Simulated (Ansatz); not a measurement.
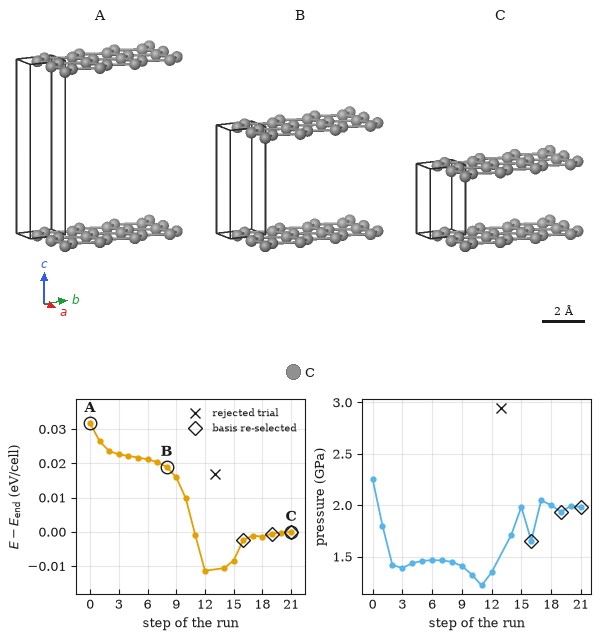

Frames of a relaxation of solid C (set up in P6/mmm), marked on the history of the run. A ball-and-stick model of the cell of the calculation, repeated 3 × 4 × 1 with one cell outlined, seen slightly off an axis.

Case: relaxed at 2 GPa.

All numbers below come from DFT LDA, scalar-relativistic, plane waves, PAW (Ansatz). (plane-wave cutoff 420 eV; k-point mesh 18 × 18 × 6; occupations gaussian; smearing width 0.1 eV; target pressure 2 GPa; no spin polarisation; cell and atoms relaxed; force threshold 0.008 eV/Å; at most 50 steps)

> Describe the path.

The energy falls by 31.8 meV per cell of the calculation in 17 accepted moves (21 points after the start). With the target pressure of 2 GPa, the enthalpy E + pV changes by −0.354 eV per cell of the calculation. All forces vanish by symmetry, so only the cell relaxes. Pressure: 2.26 GPa at the start and 1.98 GPa at the end. The line search rejected the trial step at point 13 of the run. The SCF was repeated 3 times at an unchanged geometry on a basis and grid sized afresh for the cell, which shifted the energy by 6.0 meV per cell of the calculation at most. The atoms keep their places relative to the cell (all moves are under 0.005 Å). Cell: a = b 2.429 → 2.440 Å (+0.5 %), c 8.471 → 3.391 Å (−60.0 %). Volume −59.6 %. Among the contacts that change: C–C 1.402 → 1.409 Å. The space group stays P6/mmm (No. 191). From step 0 to 8: volume −37.3 %, energy −12.8 meV per cell of the calculation. From step 8 to 21: volume −35.6 %, energy −19.0 meV per cell of the calculation.

```tsv
step	E − E(0), meV/atom	pressure, GPa	volume, Å³/atom	note
0	0.00	2.26	21.644	
1	-2.67	1.80	20.766	
2	-4.09	1.42	19.784	
3	-4.56	1.39	18.735	
4	-4.79	1.44	17.701	
5	-5.02	1.46	16.666	
6	-5.29	1.47	15.636	
7	-5.68	1.46	14.606	
8	-6.40	1.45	13.567	
9	-7.91	1.41	12.508	
10	-10.99	1.33	11.448	
11	-16.40	1.22	10.388	
12	-21.55	1.35	9.326	
13	-7.50	2.94	8.260	rejected
14	-21.18	1.71	9.027	
15	-20.07	1.98	8.852	
16	-17.08	1.66	8.852	same geometry, new basis
17	-16.43	2.05	8.744	
18	-16.57	2.00	8.763	
19	-16.12	1.94	8.763	same geometry, new basis
20	-15.99	1.99	8.743	
21	-15.88	1.98	8.743	same geometry, new basis
```

Limits of the set-up: layers or molecules are held without a dispersion correction, so their spacing is unreliable.
